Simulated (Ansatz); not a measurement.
System: W.

Input

```
crystal:
  lattice:
    - [2.8161325231, 0.0, 0.0]
    - [-0.938710841, 2.6550752051, 0.0]
    - [0.938710841, 1.3275376026, 2.1715838987]
  atoms:
    - { symbol: W, position: [0.0, 0.0, 0.0] }
basis:
  ecutwfc: 500
kpoints:
  mp_grid: { grid: [13, 13, 16] }
hamiltonian:
  xc: r2scan
scf:
  occupations: { method: gaussian, width: 0.1 }
output:
  forces: true
  stress: true
  eigenvalues: true
  write_density: true
  write_potential: true
  elf: true
  volumetric_format: npy
relax:
  adjacent_minimum: "off"
  f_tol: 0.01
  max_steps: 50
  cell: { fix: [a, b, gamma], stress_tol: 0.1 }
```

Command:

```sh
ansatz run input.yaml --threads 2 --pin off --max-ram 5120MiB --backend cpu --events-out ev --progress --plain --runs-dir out
```

Below, planes, directions and counts refer to the conventional cell (a = 3.25 Å, b = 4.39 Å, c = 4.60 Å, α = 90.00°, β = 90.00°, γ = 89.96°).

The fields are those of the run's last geometry, not of the input's.

Space group Fmmm; computed pressure about −9 GPa in this cell.

Level of theory: Ansatz, DFT r2SCAN, scalar-relativistic, plane waves, PAW.

Q: Predict the valence pseudo-density and electron localisation function between the atoms.

A: W–W (2.82 Å): the density is about 0.37 e/Å³ at the midpoint; the ELF is about 0.35 at the midpoint.

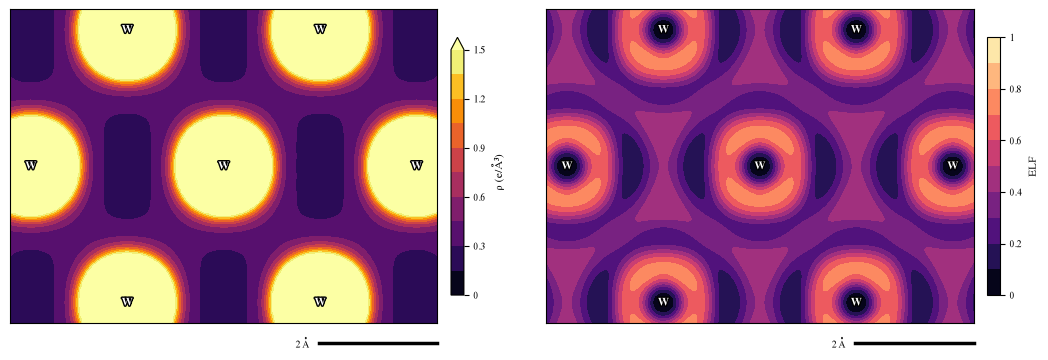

Computed valence pseudo-density and electron localisation function on the (010) plane of the conventional cell, in this order. 

The density is the valence pseudo-density of a PAW calculation; it isn't the true density close to the nuclei.
